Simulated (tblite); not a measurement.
Run report: C2H4O2, geometry relaxation

C2H4O2, SMILES CC(=O)O, computed with GFN2-xTB geometry optimisation, gas phase (tblite 0.8.0).

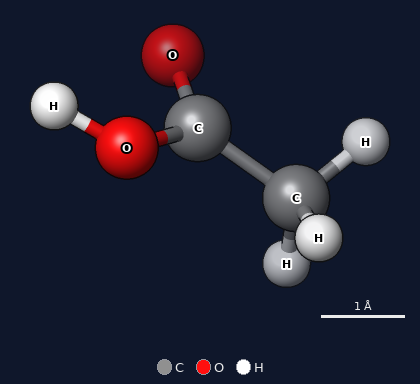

**Figure 1.** The structure as given in the input (ball-and-stick view, seen at an oblique angle). Bond lengths as drawn: C–C 1.47 Å, C–H 1.10 to 1.13 Å, C–O 1.27 to 1.40 Å and H–O 1.03 Å.

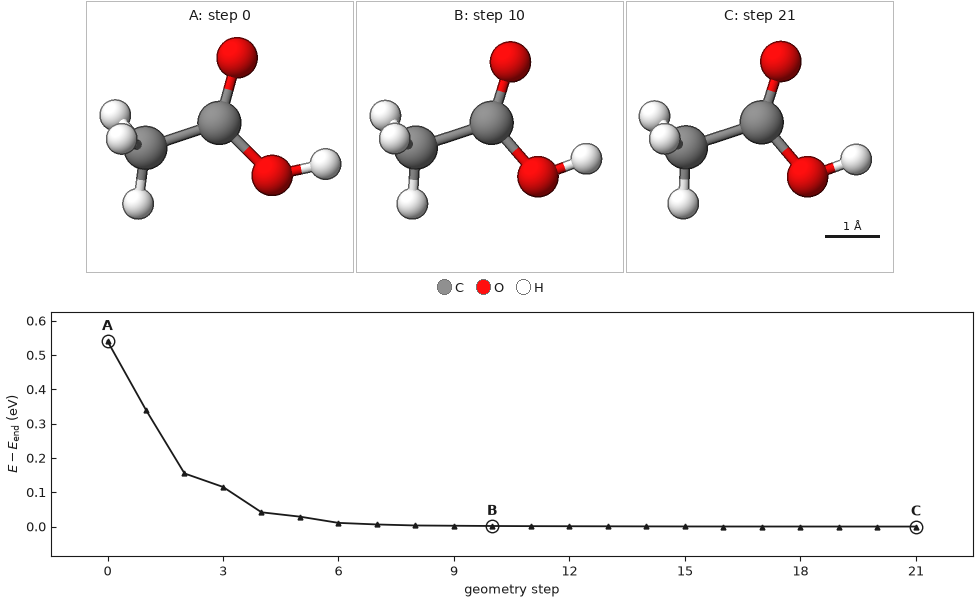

**Figure 2.** Frames of the relaxation (ball-and-stick view, seen on its broad side) above the curves, on which the letters mark them (steps are counted from 0).

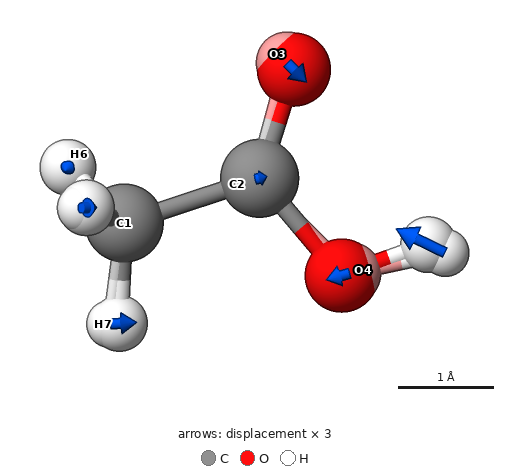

**Figure 3.** Start (faint) and end (solid) with the displacements as blue arrows, magnified 3 times (ball-and-stick view, seen on its broad side). The two geometries are laid on each other by the best rigid fit. The largest move after the best rigid fit is that of H8, 0.20 Å. Largest moves by element: H 0.20 Å, O 0.10 Å, C 0.05 Å. Distances before and after: C2–O3 1.270 → 1.201 Å, C2–O4 1.402 → 1.340 Å, O4–H8 1.028 → 0.970 Å, C1–H5 1.132 → 1.088 Å. Among the angles that change: C2–O4–H8 123.0° → 110.6°, C1–C2–O4 116.3° → 111.8°, C2–C1–H7 114.5° → 110.2°. After 21 geometry steps the energy has fallen by 0.540 eV. Largest force component: 4.2 eV/Å at the start, 0.008 eV/Å at the end. (Atoms are counted from 1 in the order of the input.)

These pictures come from the run below.

**Input**
```
{"job": {"kind": "relax", "xc": "GFN2-xTB", "basis": "xTB"}, "charge": 0, "multiplicity": 1}
C     -0.971900    -0.056900    -0.063400
C      0.448600     0.300400     0.074200
O      0.859700     1.457200     0.400300
O      1.372700    -0.734700    -0.125800
H     -1.471700    -0.147900     0.948500
H     -1.449700     0.787100    -0.637200
H     -1.156500    -0.977700    -0.627900
H      2.386900    -0.608600    -0.017900
```

The first line tells a small driver script what to run in tblite; the rest is the geometry in Å.

Run as:
```bash
OMP_NUM_THREADS=1 python <driver script> task.json out
```

**Output**
```
step      E/eV     max force
  0    -392.93220    5.172
  1    -393.13289    5.908
  2    -393.31781    1.013
  3    -393.35713    0.808
  4    -393.43106    0.549
  5    -393.44381    0.383
  6    -393.46194    0.298
  7    -393.46655    0.276
  8    -393.46948    0.126
  9    -393.47027    0.103
 10    -393.47101    0.095
 11    -393.47144    0.093
 12    -393.47171    0.053
 13    -393.47193    0.049
 14    -393.47216    0.064
 15    -393.47236    0.052
 16    -393.47248    0.023
 17    -393.47253    0.021
 18    -393.47257    0.029
 19    -393.47261    0.028
 20    -393.47264    0.016
 21    -393.47265    0.009
```

**Trajectory as extended XYZ (Å, eV, eV/Å), 13 of the 22 frames kept, from step=0 to step=21**
```
8
Properties=species:S:1:pos:R:3:forces:R:3 step=0 energy=-392.93220
C    -0.9719   -0.0569   -0.0634   -1.2910   0.2540  -0.2030
C     0.4486    0.3004    0.0742    4.0310   2.9230   1.3980
O     0.8597    1.4572    0.4003   -1.4720  -4.2390  -1.2620
O     1.3727   -0.7347   -0.1258   -0.2060   0.8620   0.1900
H    -1.4717   -0.1479    0.9485    0.6510   0.2190  -1.0990
H    -1.4497    0.7871   -0.6372    0.2840  -0.7340   0.7490
H    -1.1565   -0.9777   -0.6279    0.3250   0.1530   0.2770
H     2.3869   -0.6086   -0.0179   -2.3220   0.5640  -0.0500
8
Properties=species:S:1:pos:R:3:forces:R:3 step=2 energy=-393.31781
C    -0.9884   -0.0516   -0.0670    0.7180  -0.1020  -0.0870
C     0.5038    0.3038    0.0877    0.0760   0.5130   0.3160
O     0.8499    1.4237    0.3892    0.0540  -0.8960  -0.2370
O     1.3667   -0.7169   -0.1218   -0.5620  -0.1690  -0.0560
H    -1.4573   -0.1429    0.9246    0.2990   0.1430  -0.4020
H    -1.4446    0.7724   -0.6214    0.0100  -0.1070   0.2660
H    -1.1488   -0.9745   -0.6217    0.2150   0.0160   0.1240
H     2.3368   -0.5951   -0.0187   -0.8100   0.6030   0.0740
8
Properties=species:S:1:pos:R:3:forces:R:3 step=4 energy=-393.43106
C    -0.9442   -0.0553   -0.0758   -0.4840   0.0500  -0.0880
C     0.5020    0.2973    0.0993   -0.1980  -0.1050  -0.2210
O     0.8715    1.3985    0.3838    0.4230   0.2970   0.1850
O     1.3202   -0.7323   -0.1260   -0.0290  -0.3760  -0.0180
H    -1.4298   -0.1312    0.8914    0.0940  -0.0170   0.2270
H    -1.4407    0.7602   -0.5972    0.0620   0.0740  -0.0470
H    -1.1268   -0.9755   -0.6122    0.2910  -0.1950  -0.0850
H     2.2659   -0.5429   -0.0124   -0.1590   0.2720   0.0460
8
Properties=species:S:1:pos:R:3:forces:R:3 step=5 energy=-393.44381
C    -0.9450   -0.0552   -0.0783   -0.3750   0.0360  -0.0320
C     0.5000    0.2973    0.0985   -0.1290  -0.0910  -0.2130
O     0.8800    1.3964    0.3850    0.3370   0.1250   0.1320
O     1.3133   -0.7398   -0.1268   -0.0680  -0.1910   0.0170
H    -1.4244   -0.1297    0.8898    0.0390  -0.0410   0.2800
H    -1.4393    0.7596   -0.5944   -0.0150   0.1430  -0.1310
H    -1.1193   -0.9784   -0.6121    0.2610  -0.1730  -0.0910
H     2.2528   -0.5314   -0.0108   -0.0500   0.1920   0.0380
8
Properties=species:S:1:pos:R:3:forces:R:3 step=7 energy=-393.46655
C    -0.9571   -0.0537   -0.0830    0.0150   0.0480   0.0520
C     0.4931    0.2971    0.0896    0.0190   0.0230   0.0010
O     0.9087    1.3857    0.3896    0.0030  -0.2690  -0.0630
O     1.2956   -0.7561   -0.1263   -0.0360   0.1560   0.0310
H    -1.4127   -0.1293    0.8997   -0.0160  -0.0560   0.1090
H    -1.4405    0.7666   -0.5973   -0.1340   0.0630  -0.1450
H    -1.0924   -0.9904   -0.6152    0.1100   0.0550   0.0060
H     2.2233   -0.5011   -0.0062    0.0400  -0.0200   0.0090
8
Properties=species:S:1:pos:R:3:forces:R:3 step=9 energy=-393.47027
C    -0.9615   -0.0503   -0.0816    0.0100   0.0480   0.0120
C     0.4903    0.2956    0.0870   -0.0040  -0.0100   0.0380
O     0.9155    1.3772    0.3892    0.0070   0.0140  -0.0100
O     1.2933   -0.7541   -0.1254   -0.0030  -0.0340  -0.0310
H    -1.4116   -0.1322    0.9070    0.0030  -0.0200  -0.0340
H    -1.4469    0.7698   -0.6047   -0.0700  -0.0670  -0.0180
H    -1.0822   -0.9895   -0.6156    0.0430   0.0880   0.0320
H     2.2211   -0.4977   -0.0050    0.0140  -0.0180   0.0110
8
Properties=species:S:1:pos:R:3:forces:R:3 step=10 energy=-393.47101
C    -0.9619   -0.0479   -0.0807   -0.0030   0.0250   0.0010
C     0.4896    0.2949    0.0878    0.0100  -0.0070   0.0120
O     0.9168    1.3754    0.3885    0.0280   0.0890   0.0190
O     1.2931   -0.7541   -0.1261    0.0050  -0.0600  -0.0270
H    -1.4114   -0.1336    0.9076   -0.0050  -0.0050  -0.0310
H    -1.4508    0.7684   -0.6072   -0.0460  -0.0590   0.0090
H    -1.0788   -0.9861   -0.6145    0.0240   0.0380   0.0100
H     2.2215   -0.4981   -0.0045   -0.0130  -0.0190   0.0070
8
Properties=species:S:1:pos:R:3:forces:R:3 step=12 energy=-393.47171
C    -0.9616   -0.0447   -0.0798    0.0080  -0.0120  -0.0040
C     0.4903    0.2951    0.0892    0.0210   0.0340  -0.0170
O     0.9195    1.3757    0.3884    0.0300   0.0400   0.0190
O     1.2922   -0.7561   -0.1277   -0.0150   0.0050   0.0020
H    -1.4115   -0.1351    0.9068   -0.0160   0.0070   0.0020
H    -1.4571    0.7646   -0.6091   -0.0230  -0.0120   0.0160
H    -1.0739   -0.9817   -0.6133    0.0110  -0.0290  -0.0180
H     2.2201   -0.4991   -0.0036   -0.0150  -0.0320   0.0000
8
Properties=species:S:1:pos:R:3:forces:R:3 step=14 energy=-393.47216
C    -0.9606   -0.0435   -0.0795    0.0070  -0.0160  -0.0050
C     0.4922    0.2982    0.0891   -0.0070   0.0420  -0.0070
O     0.9233    1.3784    0.3896    0.0070  -0.0360  -0.0050
O     1.2903   -0.7567   -0.1287   -0.0240   0.0580   0.0140
H    -1.4126   -0.1355    0.9061    0.0010   0.0030   0.0050
H    -1.4629    0.7610   -0.6090   -0.0030   0.0110   0.0090
H    -1.0698   -0.9808   -0.6136    0.0150  -0.0280  -0.0090
H     2.2183   -0.5022   -0.0031    0.0040  -0.0360  -0.0020
8
Properties=species:S:1:pos:R:3:forces:R:3 step=16 energy=-393.47248
C    -0.9600   -0.0433   -0.0796   -0.0060   0.0010  -0.0060
C     0.4927    0.3023    0.0884   -0.0200   0.0060   0.0090
O     0.9268    1.3803    0.3906   -0.0150  -0.0130  -0.0100
O     1.2878   -0.7545   -0.1288   -0.0110   0.0190  -0.0010
H    -1.4134   -0.1357    0.9059    0.0200  -0.0050  -0.0050
H    -1.4675    0.7588   -0.6083    0.0100   0.0110   0.0020
H    -1.0659   -0.9817   -0.6144    0.0180  -0.0010   0.0100
H     2.2175   -0.5072   -0.0028    0.0030  -0.0180   0.0000
8
Properties=species:S:1:pos:R:3:forces:R:3 step=18 energy=-393.47257
C    -0.9603   -0.0433   -0.0800   -0.0010   0.0060  -0.0020
C     0.4917    0.3034    0.0885    0.0000  -0.0080   0.0010
O     0.9268    1.3807    0.3905   -0.0170   0.0230   0.0010
O     1.2867   -0.7531   -0.1289   -0.0020  -0.0170  -0.0070
H    -1.4125   -0.1361    0.9057    0.0110  -0.0070   0.0010
H    -1.4679    0.7590   -0.6080    0.0050   0.0060  -0.0020
H    -1.0639   -0.9823   -0.6142    0.0110   0.0020   0.0060
H     2.2175   -0.5095   -0.0027   -0.0080  -0.0060   0.0020
8
Properties=species:S:1:pos:R:3:forces:R:3 step=19 energy=-393.47261
C    -0.9604   -0.0431   -0.0802    0.0030   0.0050   0.0010
C     0.4913    0.3038    0.0887    0.0080  -0.0070  -0.0060
O     0.9262    1.3812    0.3904   -0.0130   0.0250   0.0040
O     1.2860   -0.7528   -0.1291    0.0000  -0.0200  -0.0040
H    -1.4117   -0.1364    0.9056    0.0040  -0.0060   0.0060
H    -1.4679    0.7594   -0.6080    0.0020   0.0030  -0.0030
H    -1.0627   -0.9824   -0.6138    0.0060   0.0020   0.0000
H     2.2172   -0.5107   -0.0026   -0.0100  -0.0020   0.0020
8
Properties=species:S:1:pos:R:3:forces:R:3 step=21 energy=-393.47265
C    -0.9602   -0.0427   -0.0804    0.0030   0.0000   0.0030
C     0.4912    0.3044    0.0886    0.0040   0.0020  -0.0080
O     0.9251    1.3824    0.3903   -0.0020   0.0030   0.0000
O     1.2851   -0.7531   -0.1295   -0.0010  -0.0020   0.0020
H    -1.4106   -0.1371    0.9057   -0.0010  -0.0020   0.0060
H    -1.4681    0.7597   -0.6080    0.0010  -0.0020  -0.0010
H    -1.0608   -0.9824   -0.6134   -0.0020   0.0030  -0.0050
H     2.2164   -0.5124   -0.0024   -0.0030   0.0000   0.0020
```

**Results in brief**

- outcome: converged
- total energy: −393.4727 eV
- hardware: 1 CPU thread, shared host
- peak memory: 0.19 GiB
